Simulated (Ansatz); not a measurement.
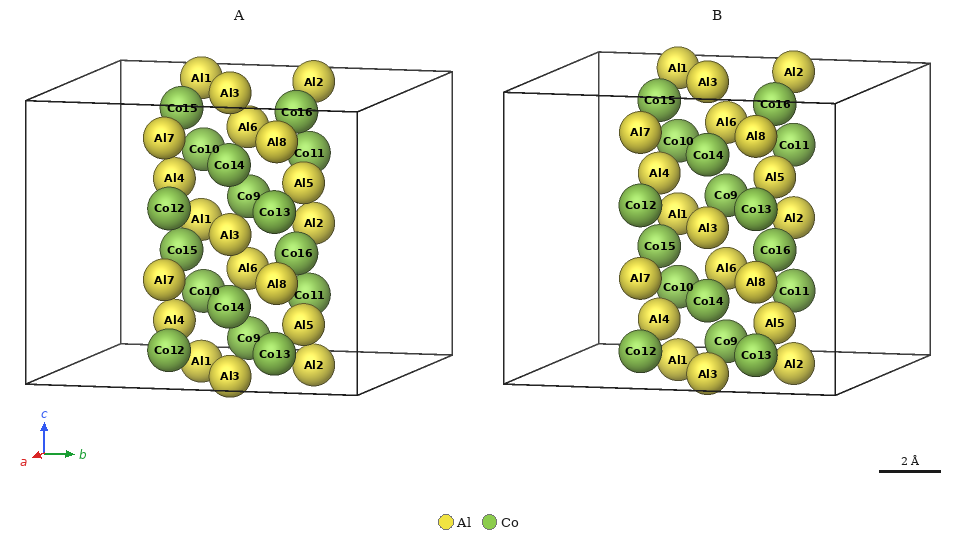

Two geometries of a wire of composition AlCo, drawn at one scale. One is the start of a relaxation, the other its converged end. The picture is a spheres-only view of the 2 repeat of the cell, with the vacuum cut short, seen slightly off an axis.

The calculation used DFT PBEsol, scalar-relativistic, plane waves, PAW (Ansatz). Settings: plane-wave cutoff 420 eV; k-point mesh 1 × 1 × 11; occupations gaussian; smearing width 0.05 eV; no spin polarisation; cell relaxed at fixed a, b, alpha, beta, gamma; force threshold 0.02 eV/Å; at most 45 steps.

Q: Which geometry has the lower energy?

A: Structure A is the relaxed one. Case: wire along [1 1 1], 16 atoms a period. The largest moves relative to the centre of the atoms, 0.26 Å, are those of Co10, Co11, Co12 and Co13. Largest moves by element: Co 0.26 Å, Al 0.24 Å. Along the periodic axis the drawn cell goes c 9.778 → 9.497 Å (−2.9 %). Near-neighbour distances that change, for instance: Co12–Co14 2.823 → 2.471 Å, Al3–Al6 2.823 → 2.582 Å, Al4–Co14 2.444 → 2.630 Å, Al4–Co10 2.444 → 2.278 Å. Among the angles between lasting bonds that change: Al5–Co11–Al6 70.5° → 82.1°, Co11–Al2–Co11 180.0° → 170.6°, Al2–Co11–Al2 180.0° → 170.6°. Over 5 accepted moves (6 points after the start) the energy falls by 1.378 eV per cell of the calculation. Largest force component: 1.4 eV/Å at the start, 0.0076 eV/Å at the end. At 1 point the geometry stayed and the basis and grid were re-selected for the new cell (energy shift of 2.8 meV per cell of the calculation at most each time). Cost: 3.9 min on 4 threads of Intel(R) Xeon(R) Processor @ 2.50GHz (Skylake/Cascade Lake), with other jobs on the host, peak memory 2.3 GiB.

Limits of the set-up: the k-point mesh is coarse for a cell with partly filled bands; an element that often carries a moment was run without spin polarisation.
